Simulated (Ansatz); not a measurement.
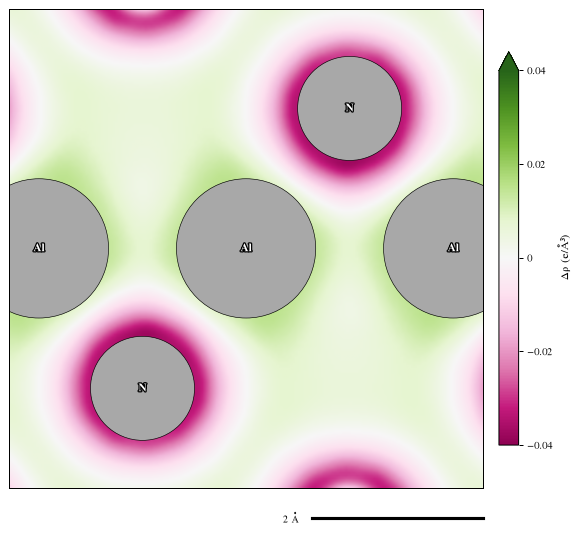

AlN. Difference of the valence pseudo-densities of two functionals at the same geometry, on the (110) plane of the calculation cell: one of LDA and r2SCAN less the other.

Both computed with Ansatz (plane waves, PAW), on the same k-point mesh. Grey discs cover the atomic cores.

```yaml
crystal:
  lattice:
    - [2.83285, 0.00000, 0.00000]
    - [-1.41643, 2.45332, 0.00000]
    - [0.00000, 0.00000, 4.84101]
  atoms:
    - { symbol: Al, position: [0.00000, 0.00000, 0.00000] }
    - { symbol: Al, position: [0.00000, 0.00000, 0.50000] }
    - { symbol: N, position: [0.33333, 0.66667, 0.25000] }
    - { symbol: N, position: [0.66667, 0.33333, 0.75000] }
```

**Which was subtracted from which, and what does the map show?**

It is LDA less r2SCAN. Against r2SCAN, LDA gives more density around Al (+0.008 e/Å³ on average at 1.0 Å from the nucleus), less density around N (−0.025 e/Å³ on average at 0.8 Å from the nucleus), more density in the space between the atoms (+0.003 e/Å³ on average) and a change of −0.005 e/Å³ at the midpoint of Al–N and +0.008 e/Å³ at the midpoint of Al–Al.
